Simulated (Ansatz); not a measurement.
HgSe

Input file:

```
crystal:
  lattice:
    - [0.0, 3.0921725086, 3.0921725086]
    - [3.0921725086, 0.0, 3.0921725086]
    - [3.0921725086, 3.0921725086, 0.0]
  atoms:
    - { symbol: Hg, position: [0.0, 0.0, 0.0] }
    - { symbol: Se, position: [0.75, 0.75, 0.75] }
basis:
  ecutwfc: 500
kpoints:
  mp_grid: { grid: [12, 12, 12] }
hamiltonian:
  xc: r2scan
scf:
  occupations: { method: gaussian, width: 0.1 }
output:
  forces: true
  stress: true
  eigenvalues: true
  write_density: true
  write_potential: true
  elf: true
  volumetric_format: npy
relax:
  adjacent_minimum: "off"
  f_tol: 0.01
  max_steps: 60
  cell: { stress_tol: 0.1 }
```

Run with:

```sh
ansatz run input.yaml --threads 1 --pin off --max-ram 2560MiB --backend cpu --events-out ev --progress --plain --runs-dir out
```

Below, planes, directions and counts refer to the conventional cell (a = 6.18 Å, b = 6.18 Å, c = 6.18 Å, α = 90.00°, β = 90.00°, γ = 90.00°).

The fields are those of the relaxed geometry.

Space group F-43m; a structure from a database of computed crystals, not necessarily the ambient phase.

Level of theory: DFT r2SCAN, scalar-relativistic, plane waves, PAW (Ansatz).

What will maps of the valence pseudo-density and electron localisation function show?

Answer. Hg–Se (2.68 Å): ρ is about 0.39 e/Å³ halfway; the ELF is about 0.35 at the midpoint and 0.20 at its lowest between the atoms.

Metal or insulator at this level of theory?

Answer. It is gapless in this calculation (a metal or semimetal).

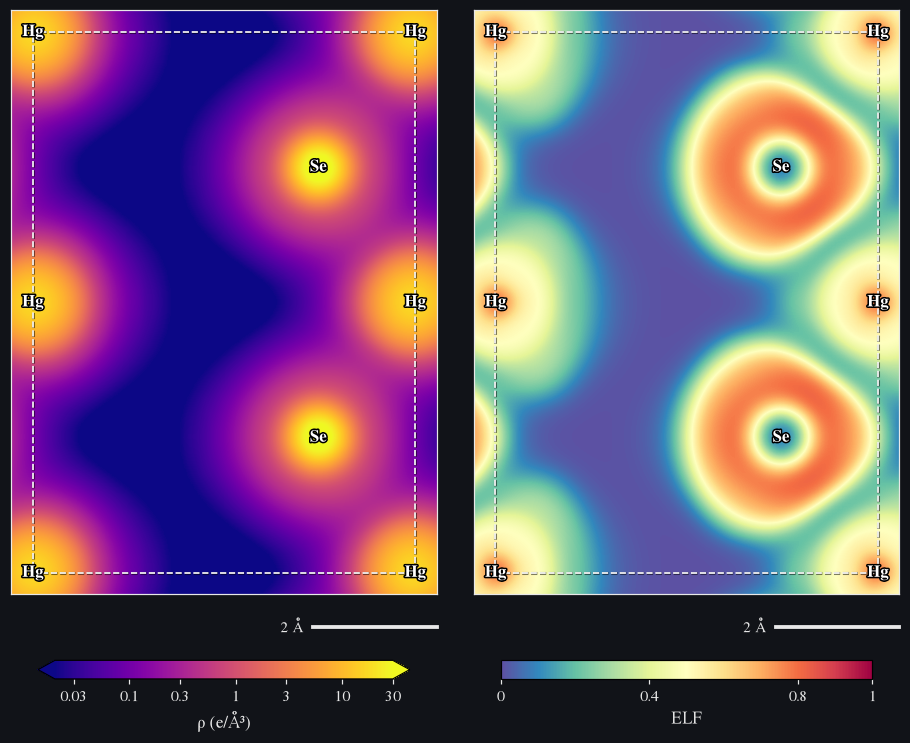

Computed valence pseudo-density and electron localisation function on the (101) plane of the conventional cell, in this order. 
